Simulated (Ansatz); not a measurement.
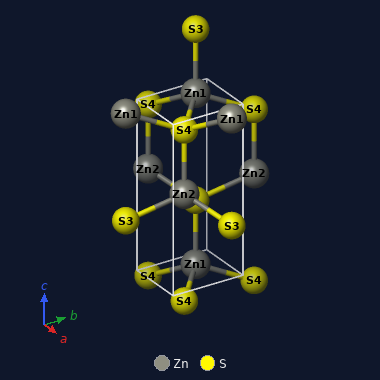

The system is ZnS (P6_3mc, No. 186; 4 atoms in the cell); the picture shows the reference structure. 
- The energy is mapped over volume and the cell's shape.
- Coordinates scanned: (1) volume per atom; (2) c/a of the conventional cell.
- Nothing is relaxed (fractional coordinates fixed).
- Grid: 5 × 5 points.
- Points are written as (first, second).
- All energies are given in meV/atom relative to the lowest grid point.
- Method: DFT PBE, scalar-relativistic, plane waves, PAW in Ansatz 0.2.0. Settings: cutoff 520 eV, k-mesh 9×9×6 in the order of the run's cell vectors, gaussian smearing 0.05 eV, no spin polarisation.

Its coordinates:

```xyz
4
Lattice="3.8456 0.0000 0.0000 -1.9228 3.3304 0.0000 0.0000 0.0000 6.3037" Properties=species:S:1:pos:R:3 pbc="T T T"
Zn    0.0000    2.2202    0.0328
Zn    1.9228    1.1101    3.1846
S     0.0000    2.2202    2.3942
S     1.9228    1.1101    5.5460
```

Range: volume per atom from 17.76 to 22.61 Å³; c/a of the conventional cell from 1.367 to 1.966.

What will the energy surface look like?

The lowest grid point is at (20.18 Å³, 1.639). It is the only kind of minimum in the scanned range. The highest grid point, (17.76 Å³, 1.367), lies 379 meV/atom above the lowest. Round the minimum the two coordinates are nearly uncoupled. The gap on the k-mesh is 2.1 eV at the lowest point and runs from 1.1 to 2.7 eV over the map.

| c/a of the conventional cell ↓, volume per atom → | 17.76 | 18.97 | 20.18 | 21.39 | 22.61 |
| --- | --- | --- | --- | --- | --- |
| 1.966 | 290 | 198 | 153 | 144 | 162 |
| 1.795 | 135 | 66 | 41 | 49 | 81 |
| 1.639 | 79 | 18 | 0 | 14 | 51 |
| 1.497 | 149 | 77 | 50 | 56 | 86 |
| 1.367 | 379 | 272 | 215 | 196 | 205 |

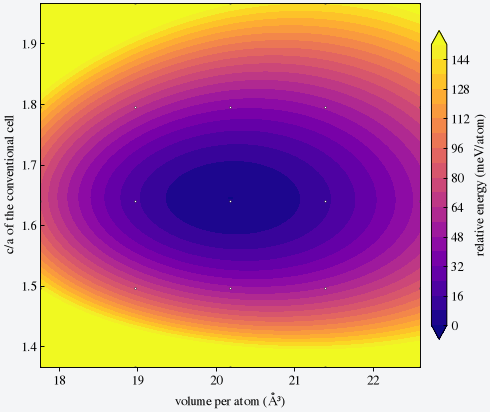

In the figure: filled contours, dots at the grid points, one colour for all values above the top of the scale. Between grid points the surface is interpolated.

Each point was launched as `ansatz run input.yaml --threads 1 --pin off --max-ram 2048MiB --backend cpu --events-out ev --progress --plain --runs-dir out`. The whole map (25 points run) took 4 min on 1 thread of Arm Neoverse V2 (shared host).
